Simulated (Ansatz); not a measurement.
Run report: Cu, geometry relaxation (part 2 of 2)

Cu (2 atoms in the cell); DFT PBE, scalar-relativistic, plane waves, PAW, no spin polarisation (Ansatz 0.2.0); cutoff 420 eV, 18×18×10 k-mesh, Gaussian smearing of 0.1 eV. The structure derives from a Materials Project entry.

Geometry of the input (Å; fractional positions):
```
2.5341  0.0000  0.0000
-1.2670  2.1946  0.0000
0.0000  0.0000  4.1126
Cu 0.3333  0.6667  0.2500
Cu 0.6667  0.3333  0.7500
```

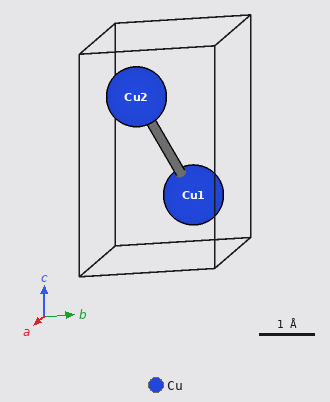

**Figure 1.** The geometry at step 4 of the log (ball-and-stick view of the cell of the calculation, seen slightly off an axis; atoms are numbered from 1 in the order of the input).

### The program's output, continued
```
SCF iter   1: F=—  HF=-13250.329651 eV  |F-HF|=—  |Δ(HF+E_count)|=         —  Δρ=1.37e-4  dr2=2.87e-6  ethr=7.09e-9  ⟨swp⟩=2.2  Hψ=23000  notcnv=0
preconditioner: auto → none  [metal: Δε(μ)=0.040 eV  Ē_g=10.733 eV  σ=0.100 eV  W_gap=0.22  n_scr=8 (ndim 8)  ℏωp=35.6 eV  f_vac=0.000  D(μ)=0.96/eV (n_scr^D=2)]
SCF iter   2: F=—  HF=-13250.329645 eV  |F-HF|=—  |Δ(HF+E_count)|=   5.99e-6  Δρ=1.06e-5  dr2=1.18e-8  ethr=7.09e-9  ⟨swp⟩=2.1  Hψ=6963  notcnv=0
SCF iter   3: F=—  HF=-13250.329645 eV  |F-HF|=—  |Δ(HF+E_count)|=   2.38e-8  Δρ=7.70e-6  dr2=1.20e-8  ethr=3.12e-11  ⟨swp⟩=2.0  Hψ=9341  notcnv=0
iter 4 did not close the SCF: its close was put off for the readings that it lacked (scf_convergence_deferred on its scf_iter line)
SCF iter   4: F=-13250.329645 eV  HF=-13250.329645 eV  |F-HF|=1.06e-10  |Δ(HF+E_count)|=   3.17e-9  Δρ=8.51e-7  dr2=4.40e-11  ethr=3.12e-11  ⟨swp⟩=2.2  Hψ=6843  notcnv=0
iter 5 did not close the SCF: its close was put off for the readings that it lacked (scf_convergence_deferred on its scf_iter line)
SCF iter   5: F=-13250.329645 eV  HF=-13250.329645 eV  |F-HF|=3.64e-12  |Δ(HF+E_count)|=  1.44e-10  Δρ=5.07e-8  dr2=3.98e-13  ethr=1.00e-12  ⟨swp⟩=1.6  Hψ=6295  notcnv=0
SCF iter   6: F=-13250.329645 eV  HF=-13250.329645 eV  |F-HF|=1.82e-12  |Δ(HF+E_count)|=    0.00e0  Δρ=8.04e-9  dr2=4.14e-15  ethr=1.00e-12  ⟨swp⟩=3.2  Hψ=19858  notcnv=0
SCF 7 converged in 6 iterations: F = -13250.329645 eV  dr2 = 4.14e-15
relax step   7: F+E_penalty+E_count = -13250.32964470 eV  Δ(F+E_penalty+E_count) = -7.912e-6 eV  max|allowed force component| = 6.939e-18 eV/Å  Δτ_max = 0.0000 Å  P = -0.001 GPa  Ω = 23.950 Å³  energy of the carried Pulay correction = +6.558e-6 eV  (6 SCF iters, accepted)
iter 1 solved again at ethr=4.17e-10 eV; its pass at ethr=3.10e-3 eV (dr2=1.59e-7 eV) is discarded
SCF iter   1: F=—  HF=-13250.329643 eV  |F-HF|=—  |Δ(HF+E_count)|=         —  Δρ=1.31e-6  dr2=5.92e-11  ethr=4.17e-10  ⟨swp⟩=4.1  Hψ=37528  notcnv=0
preconditioner: auto → none  [metal: Δε(μ)=0.040 eV  Ē_g=10.734 eV  σ=0.100 eV  W_gap=0.22  n_scr=8 (ndim 8)  ℏωp=35.6 eV  f_vac=0.000  D(μ)=0.96/eV (n_scr^D=2)]
SCF iter   2: F=—  HF=-13250.329638 eV  |F-HF|=—  |Δ(HF+E_count)|=   5.41e-6  Δρ=8.95e-7  dr2=1.06e-10  ethr=1.00e-12  ⟨swp⟩=2.0  Hψ=9351  notcnv=0
iter 3 did not close the SCF: its close was put off for the readings that it lacked (scf_convergence_deferred on its scf_iter line)
SCF iter   3: F=-13250.329638 eV  HF=-13250.329638 eV  |F-HF|=1.82e-12  |Δ(HF+E_count)|=  3.64e-12  Δρ=2.17e-7  dr2=1.59e-12  ethr=1.00e-12  ⟨swp⟩=1.0  Hψ=5107  notcnv=0
iter 4 did not close the SCF: its close was put off for the readings that it lacked (scf_convergence_deferred on its scf_iter line)
SCF iter   4: F=-13250.329638 eV  HF=-13250.329638 eV  |F-HF|=0.00e0  |Δ(HF+E_count)|=  7.28e-12  Δρ=8.96e-8  dr2=1.09e-12  ethr=1.00e-12  ⟨swp⟩=1.0  Hψ=5106  notcnv=0
iter 5 did not close the SCF: its close was put off for the readings that it lacked (scf_convergence_deferred on its scf_iter line)
SCF iter   5: F=-13250.329638 eV  HF=-13250.329638 eV  |F-HF|=3.64e-12  |Δ(HF+E_count)|=  3.64e-12  Δρ=1.94e-8  dr2=3.11e-14  ethr=1.00e-12  ⟨swp⟩=1.0  Hψ=5106  notcnv=0
iter 6 did not close the SCF: its close was put off for the readings that it lacked (scf_convergence_deferred on its scf_iter line)
SCF iter   6: F=-13250.329638 eV  HF=-13250.329638 eV  |F-HF|=1.82e-12  |Δ(HF+E_count)|=  5.46e-12  Δρ=6.37e-10  dr2=3.60e-17  ethr=1.00e-12  ⟨swp⟩=1.0  Hψ=5106  notcnv=0
SCF iter   7: F=-13250.329638 eV  HF=-13250.329638 eV  |F-HF|=3.64e-12  |Δ(HF+E_count)|=  1.82e-12  Δρ=7.42e-10  dr2=6.00e-17  ethr=1.00e-12  ⟨swp⟩=1.9  Hψ=13222  notcnv=0
SCF 8 converged in 7 iterations: F = -13250.329638 eV  dr2 = 6.00e-17
relax step   8: F+E_penalty+E_count = -13250.32963782 eV  Δ(F+E_penalty+E_count) = +6.880e-6 eV  max|allowed force component| = 8.095e-18 eV/Å  Δτ_max = 0.0000 Å  P = -0.000 GPa  Ω = 23.950 Å³  stress off target by 5.21e-4 GPa  SCF on the basis re-selected at this cell (its energy is not comparable with the rows above)  (7 SCF iters)
```

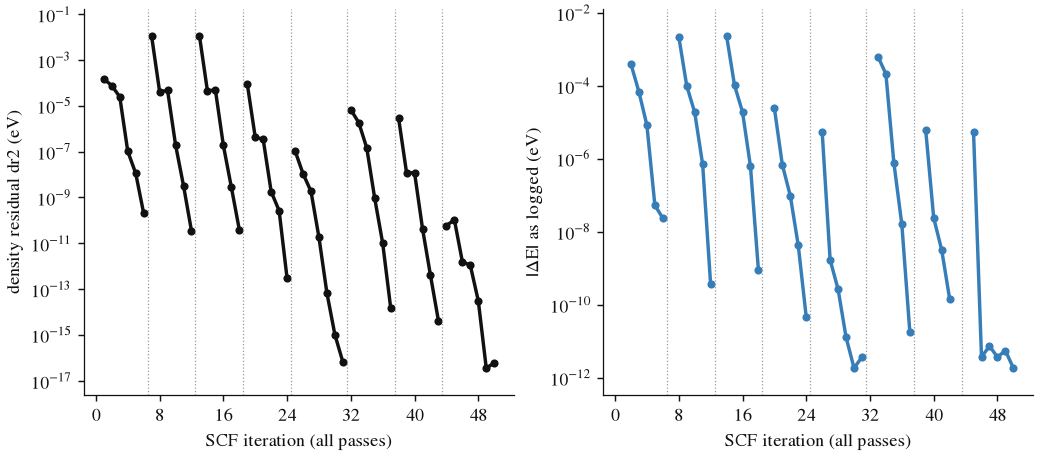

**Figure 2.** Convergence of the self-consistent field: density residual dr2 and size of the energy change against the SCF iteration. The dotted lines part the SCF passes of the relaxation: geometry steps, rejected trials and re-solves on a re-selected basis. The 8 passes take 6 to 7 iterations each, 50 in all.

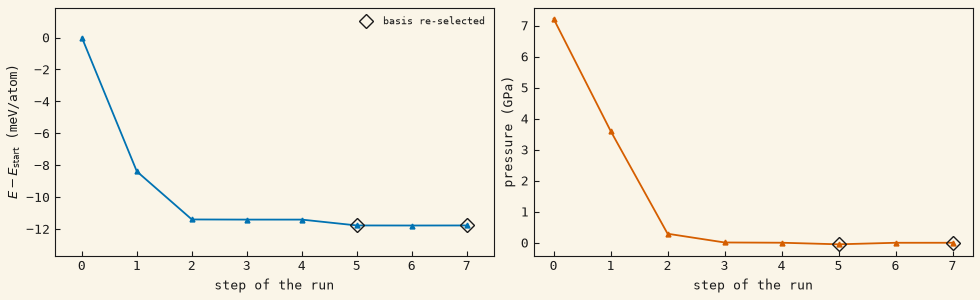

**Figure 3.** Progress of the relaxation, step by step (the first geometry is step 0 here and step 1 in the log).

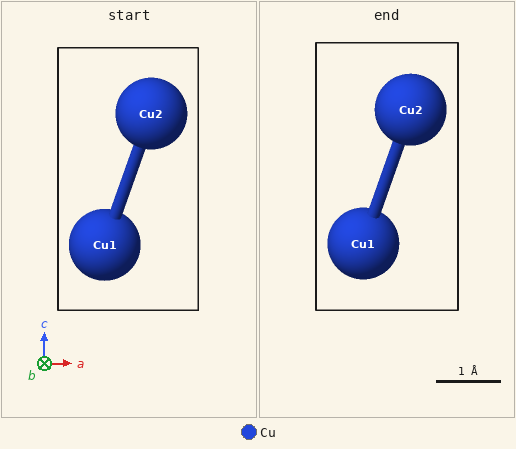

**Figure 4.** Before (left) and after (right) the relaxation, at one scale (ball-and-stick view of the cell of the calculation, along the b axis). No atom moves by more than 0.005 Å relative to the cell. Cell: a = b 2.534 → 2.568 Å (+1.3 %), c 4.113 → 4.194 Å (+2.0 %). Volume +4.7 %. Among the contacts that change: Cu1–Cu2 2.524 → 2.568 Å, Cu1–Cu1 2.534 → 2.568 Å. The space group stays P6_3/mmc (No. 194). After 5 geometry steps the energy has fallen by 11.8 meV per atom. All forces vanish by symmetry, so only the cell relaxes. The pressure goes from 7.22 to 0.00 GPa. 1 further SCF at an unchanged geometry re-selected the plane-wave basis for the new cell. The energy change given includes the shifts at the re-selections in mid-walk, which come without any move. A last SCF at the same geometry on a re-selected plane-wave basis shifts the energy by +0.0 meV per atom. (Atoms are counted from 1 in the order of the input.)

```
basis re-selected at this cell: Δ(F+E_penalty+E_count) = +6.880e-6 eV, ΔP = +0.000 GPa vs the last step (what re-selecting the basis moved, of the pressure what is left beyond the Pulay correction that the steps carried, after the strain that the cell walked since its last selection, with what the two solves' SCF thresholds leave and, on support functions, any second-order correction that the steps lacked; it is no measure of the basis error at this ecutwfc). This SCF's stress stands 5.21e-4 GPa from its target on what of the cell is left free (relax.cell.stress_tol is 5.00e-2 GPa) and its largest allowed force component is 8.10e-18 eV/Å (relax.f_tol is 5.00e-3 eV/Å): within both
SCF converged after 7 iterations
Free energy (F): -13250.329638 eV
Harris-Foulkes:  -13250.329638 eV  (|F-HF|=3.64e-12)
Internal energy: -13250.324820 eV  (E = F + TS)
E sigma→0 (E₀):  -13250.327229 eV
Entropy (-TS):   -0.004818 eV (-2.409 meV/atom)
Fermi energy:    16.419612 eV
--- Per-component energies (eV) ---
  E_band       = -728.243529
  E_kinetic    = 599.591297
  E_local      = -8152.511957  (includes V_loc(G=0)·N_el)
  E_nonlocal   = 779.977988
  E_hartree    = 3589.935853
  E_xc         = -178.930692
  E_vxc        = -230.893512  (∫ρ·V_xc dr)
  E_paw        = -3326.076572  (= ΣΔE_a)
  E_vpaw       = -904.279535  (= ΣTr[D̂ρ^β])
  E_aug_tail   = 0.000485  (compensation charges beyond the density's cutoff)
  E_ewald      = -6562.311221
  E_smearing   = -0.004818  (= −TS)
  E_closure    = -0.000000  (closes the sum)
  Σ components = -13250.329638   (vs F -13250.329638, Δ=0.00e0)
--- Forces (eV/Å), atoms counted from 1 ---
  atom   1  Cu     0.00000000     0.00000000    -0.00000000
  atom   2  Cu     0.00000000    -0.00000000     0.00000000
  max |Σ_I F_I| component: 2.31e-18 eV/Å
--- Stress (GPa, compression-positive) ---
       -0.000169       0.000000       0.000000
       -0.000000      -0.000169       0.000000
        0.000000       0.000000      -0.000521
  P = ⅓ Tr σ = -0.0003 GPa (-0.003 kbar)
--- Band table (eV; the first three rows and the last of 222) ---
  k-point 0: bands = ["-96.0625", "-96.0497", "-53.4808", "-53.3929", "-53.3929", "-53.3791", "-53.3775", "-53.3775", "7.1670", "11.4593", "13.5092", "13.5719", "13.5719", "13.7772", "13.7772", "14.0559", "14.0559", "14.7951", "14.7951", "15.4628", "20.1554", "37.7083", "37.8701"]
  k-point 1: bands = ["-96.0623", "-96.0500", "-53.4784", "-53.3925", "-53.3925", "-53.3816", "-53.3779", "-53.3779", "7.2574", "11.4030", "13.4916", "13.5543", "13.5543", "13.7595", "13.7595", "14.0972", "14.0972", "14.7903", "14.7903", "15.0378", "20.8115", "37.7202", "37.9601"]
  k-point 2: bands = ["-96.0613", "-96.0510", "-53.4712", "-53.3914", "-53.3914", "-53.3889", "-53.3790", "-53.3790", "7.5264", "11.1917", "13.4426", "13.5208", "13.5208", "13.7119", "13.7119", "14.1990", "14.1990", "14.2459", "14.7724", "14.7724", "22.3367", "36.3900", "37.7800"]
  k-point 221: bands = ["-96.0466", "-96.0466", "-53.4600", "-53.4600", "-53.4395", "-53.4395", "-53.3994", "-53.3994", "12.6326", "12.6326", "12.7448", "12.7448", "13.2549", "13.2549", "14.0562", "14.0562", "14.8224", "14.8224", "20.4673", "20.4673", "21.9496", "21.9496", "23.2205"]
--- Relaxed structure (6 steps of the walk, 6 accepted, 2 SCFs on fresh bases) ---
  F+E_penalty+E_count = -13250.32963782 eV   max|allowed force component| = 8.095e-18 eV/Å   (the final SCF, on the basis selected at the relaxed cell)
  cell:  # Å, volume = 23.9499 Å³
    - [2.568010372775234, 2.2924802427638576e-34, -1.146240121381929e-34]
    - [-1.284005186387617, 2.2239622200052986, 1.3428390373614947e-18]
    - [-1.860226540842906e-34, 2.5164224839854008e-18, 4.193528157640671]
  atoms:
    - { symbol: Cu, position: [0.33333333333333337, 0.6666666666666667, 0.25] }
    - { symbol: Cu, position: [0.6666666666666667, 0.33333333333333337, 0.7500000000000001] }
```

### Trajectory as extended XYZ (Å, eV, eV/Å), 8 frames, from step=1 to step=8
```
2
Lattice="2.5341 0.0000 0.0000 -1.2670 2.1946 0.0000 0.0000 0.0000 4.1126" Properties=species:S:1:pos:R:3:forces:R:3 step=1 energy=-13250.30609 pressure_GPa=7.22
Cu    0.0000    1.4631    1.0281    0.0000   0.0000   0.0000
Cu    1.2670    0.7315    3.0844    0.0000   0.0000   0.0000
2
Lattice="2.5511 0.0000 0.0000 -1.2755 2.2093 0.0000 0.0000 0.0000 4.1481" Properties=species:S:1:pos:R:3:forces:R:3 step=2 energy=-13250.32287 pressure_GPa=3.60
Cu    0.0000    1.4729    1.0370    0.0000   0.0000   0.0000
Cu    1.2755    0.7364    3.1111    0.0000   0.0000   0.0000
2
Lattice="2.5677 0.0000 0.0000 -1.2838 2.2237 0.0000 0.0000 0.0000 4.1874" Properties=species:S:1:pos:R:3:forces:R:3 step=3 energy=-13250.32889 pressure_GPa=0.29
Cu    0.0000    1.4824    1.0469    0.0000   0.0000   0.0000
Cu    1.2838    0.7412    3.1406    0.0000   0.0000   0.0000
2
Lattice="2.5687 0.0000 0.0000 -1.2843 2.2245 0.0000 0.0000 0.0000 4.1926" Properties=species:S:1:pos:R:3:forces:R:3 step=4 energy=-13250.32890 pressure_GPa=0.01
Cu    0.0000    1.4830    1.0482    0.0000   0.0000   0.0000
Cu    1.2843    0.7415    3.1445    0.0000   0.0000   0.0000
2
Lattice="2.5683 0.0000 0.0000 -1.2842 2.2242 0.0000 0.0000 0.0000 4.1940" Properties=species:S:1:pos:R:3:forces:R:3 step=5 energy=-13250.32891 pressure_GPa=0.00
Cu    0.0000    1.4828    1.0485    0.0000   0.0000   0.0000
Cu    1.2842    0.7414    3.1455    0.0000   0.0000   0.0000
2
Lattice="2.5683 0.0000 0.0000 -1.2842 2.2242 0.0000 0.0000 0.0000 4.1940" Properties=species:S:1:pos:R:3:forces:R:3 step=6 energy=-13250.32964 pressure_GPa=-0.05
Cu    0.0000    1.4828    1.0485    0.0000   0.0000   0.0000
Cu    1.2842    0.7414    3.1455    0.0000   0.0000   0.0000
2
Lattice="2.5680 0.0000 0.0000 -1.2840 2.2240 0.0000 0.0000 0.0000 4.1935" Properties=species:S:1:pos:R:3:forces:R:3 step=7 energy=-13250.32964 pressure_GPa=-0.00
Cu    0.0000    1.4826    1.0484    0.0000   0.0000   0.0000
Cu    1.2840    0.7413    3.1451    0.0000   0.0000   0.0000
2
Lattice="2.5680 0.0000 0.0000 -1.2840 2.2240 0.0000 0.0000 0.0000 4.1935" Properties=species:S:1:pos:R:3:forces:R:3 step=8 energy=-13250.32964 pressure_GPa=-0.00
Cu    0.0000    1.4826    1.0484    0.0000   0.0000   0.0000
Cu    1.2840    0.7413    3.1451    0.0000   0.0000   0.0000
```

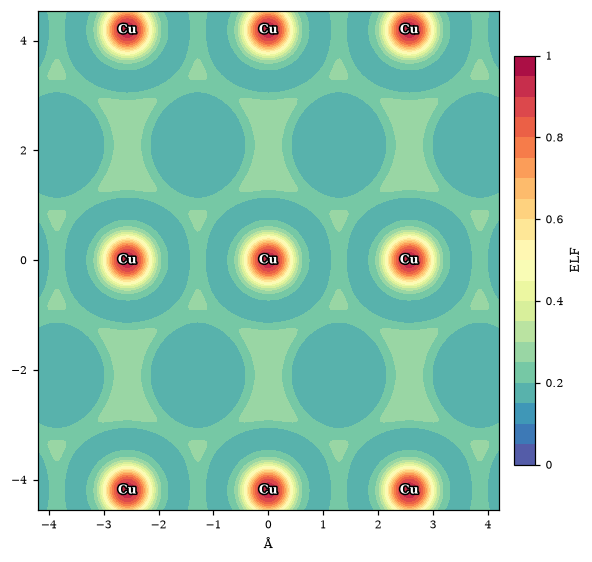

**Figure 5.** ELF on the (100) plane of the conventional cell. Atoms in the plane: Cu. Cu–Cu (2.57 Å): the ELF is about 0.20 at the midpoint; no localised pair between them. The strong features right at Cu lie inside the PAW spheres (semicore, d or f shells) and say nothing about bonding. Core electrons are frozen (PAW), so the fields are smoothed inside the atomic spheres.

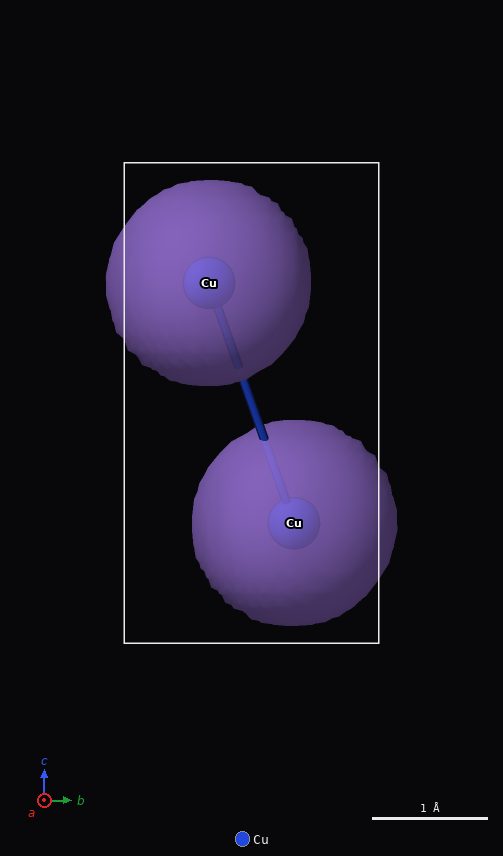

**Figure 6.** Isosurface of the valence electron density at 0.6 e/Å³ (purple), seen along the a axis. Sticks mark near contacts. The outline is the cell set on symmetry axes. At this value the density breaks into separate islands; it holds about 85 % of the electrons treated as valence (semicore included). It is pinched off along the Cu–Cu (2.57 Å) contacts. On the grid the lowest density along these lines, outside the cores, is 0.26 e/Å³ (Cu–Cu, 2.57 Å).

### Key numbers

| quantity | value |
| --- | --- |
| outcome | converged |
| space group (tolerance 0.01 Å) | P6₃/mmc (194) |
| electrons treated | 38 |
| free energy | −13250.3296 eV |
| Fermi energy | 16.420 eV |
| gap on the k-point mesh | none (metallic) |
| pressure | 0.00 GPa |
| final volume | 23.95 Å³ |
| largest force (length of the vector) at the end | under 0.001 eV/Å |
| final cell | a = 2.568 Å, b = 2.568 Å, c = 4.194 Å, α = 90.00°, β = 90.00°, γ = 120.00° |
| wall time | 48 s |
| peak memory | 0.42 GiB |
